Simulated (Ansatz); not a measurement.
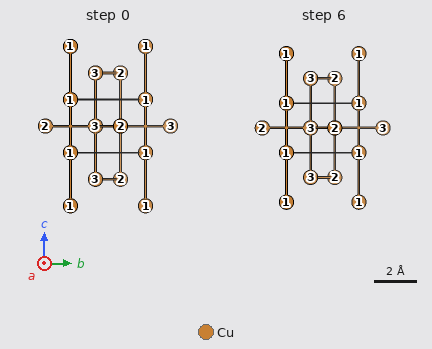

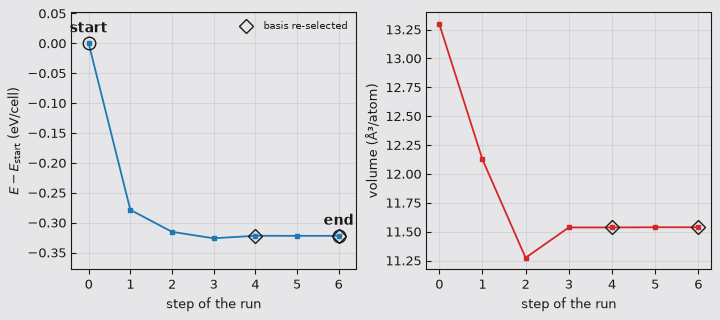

First and last geometry of a relaxation of solid Cu (built on the omega_191 type) (coarse preliminary run), with the history of the run. A ball-and-stick model of the cell of the calculation, seen along the a axis.

Case: omega type (P6/mmm, No. 191).

Method: Ansatz, DFT PBEsol, scalar-relativistic, plane waves, PAW.

The input:
```yaml
crystal:
  lattice:
    - [4.2199435286, 0.0, 0.0]
    - [-2.1099717643, 3.6545782983, 0.0]
    - [0.0, 0.0, 2.5870088588]
  atoms:
    - { symbol: Cu, position: [0.0, 0.0, 0.0] }
    - { symbol: Cu, position: [0.3333333333, 0.6666666667, 0.5] }
    - { symbol: Cu, position: [0.6666666667, 0.3333333333, 0.5] }
basis:
  ecutwfc: 420
kpoints:
  mp_grid: { grid: [6, 6, 6] }
hamiltonian:
  xc: pbesol
scf:
  occupations: { method: gaussian, width: 0.1 }
  lower_state_search: "off"
output:
  forces: true
  stress: true
  eigenvalues: true
relax:
  adjacent_minimum: "off"
  f_tol: 0.04
  max_steps: 70
  cell: { stress_tol: 0.4 }
```

> What do the curves and the structures tell?

It converged. Over 4 accepted moves (6 points after the start) the energy falls by 0.322 eV per cell of the calculation. All forces vanish by symmetry, so only the cell relaxes. Pressure: −15.89 GPa at the start and −0.02 GPa at the end. The SCF was repeated twice at an unchanged geometry on a basis and grid sized afresh for the cell, which shifted the energy by 4.2 meV per cell of the calculation at most. The atoms keep their places relative to the cell (all moves are under 0.005 Å). Cell: a = b 4.220 → 4.073 Å (−3.5 %), c 2.587 → 2.410 Å (−6.8 %). Volume −13.2 %. Some distances before and after: Cu1–Cu1 2.587 → 2.410 Å, Cu2–Cu3 2.436 → 2.351 Å. The space group stays P6/mmm (No. 191).

```
step  E − E(0), meV/atom  pressure, GPa  volume, Å³/atom                      note
   0                0.00         -15.89           13.299                          
   1              -92.82          -7.16           12.126                          
   2             -105.06           3.98           11.274                          
   3             -108.67          -0.02           11.537                          
   4             -107.27           0.02           11.537  same geometry, new basis
   5             -107.30          -0.02           11.539                          
   6             -107.31          -0.02           11.539  same geometry, new basis
```

Limits of the set-up: the k-point mesh is coarse for a cell with partly filled bands.
